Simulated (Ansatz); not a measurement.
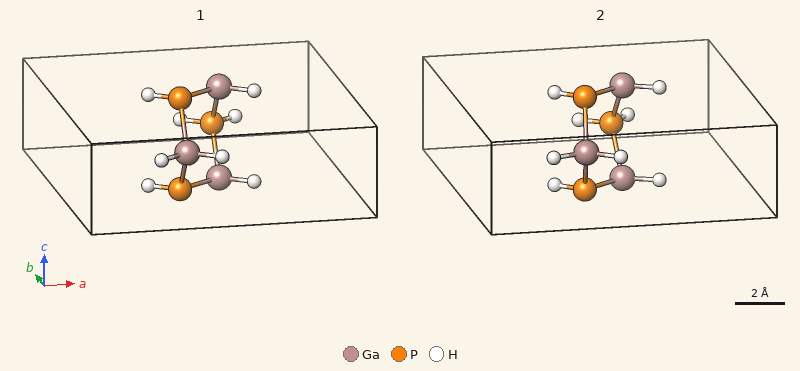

Two geometries of a wire of composition GaPH3, drawn at one scale. One is the start of a relaxation, the other its converged end. The picture is a ball-and-stick view of the cell of the calculation, with the vacuum cut short, seen slightly off an axis.

Computed with DFT PBE, scalar-relativistic, plane waves, PAW in Ansatz 0.2.0. (plane-wave cutoff 420 eV; k-point mesh 1 × 1 × 9; occupations gaussian; smearing width 0.05 eV; no spin polarisation; cell relaxed at fixed a, b, alpha, beta, gamma; force threshold 0.02 eV/Å; at most 45 steps)

Question: Which geometry has the lower energy?

Answer: Structure 2 is the relaxed one. Case: wire along [1 1 0], 4 atoms a period, capped with H. After 9 accepted moves (10 points after the start) the energy has fallen by 0.201 eV per cell of the calculation. Largest force component: 0.69 eV/Å at the start, 0.016 eV/Å at the end. The SCF was repeated once at an unchanged geometry on a basis and grid sized afresh for the cell, which shifted the energy by 1.9 meV per cell of the calculation at most. An H atom moves most relative to the layer's centre: 0.41 Å. Largest moves by element: H 0.41 Å, P 0.20 Å, Ga 0.15 Å. Along the periodic axis the drawn cell goes c 3.893 → 3.965 Å (+1.9 %). Near-neighbour distances that change, for instance: Ga–P 2.384 → 2.330 Å, Ga–P 2.384 → 2.428 Å, Ga–H 1.570 → 1.557 Å, H–P 1.420 → 1.424 Å. Among the angles between lasting bonds that change: H–Ga–H 109.5° → 124.4°, P–Ga–H 109.5° → 120.4°, H–P–H 109.5° → 98.9°.
